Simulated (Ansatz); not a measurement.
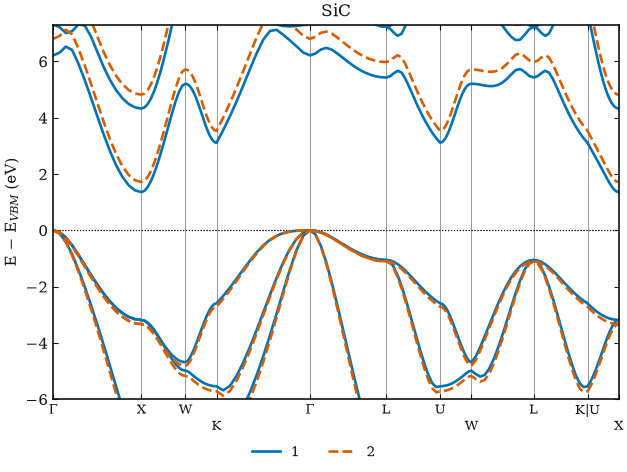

Band structures of zincblende SiC, space group F-43m, 2 atoms in the primitive cell (cubic a = 4.358 Å), by two methods on the same cell. Each is counted from its own valence-band top.

**Which curve is which? The methods: PBE, r2SCAN.**

1 is PBE; 2 is r2SCAN. PBE gives a gap of 1.36 eV along the path and r2SCAN gives a gap of 1.71 eV along the path.

Settings. PBE: Ansatz PAW, no spin polarisation, no spin-orbit coupling, 10×10×10 k mesh, 420 eV cutoff, Fermi-Dirac smearing of 0.05 eV (Ansatz). r2SCAN: Ansatz PAW, no spin polarisation, no spin-orbit coupling, 10×10×10 k mesh, 500 eV cutoff, Fermi-Dirac smearing of 0.05 eV (Ansatz).

LDA, GGA and most meta-GGA functionals understate gaps. r2SCAN: the PAW data sets were made with another functional.
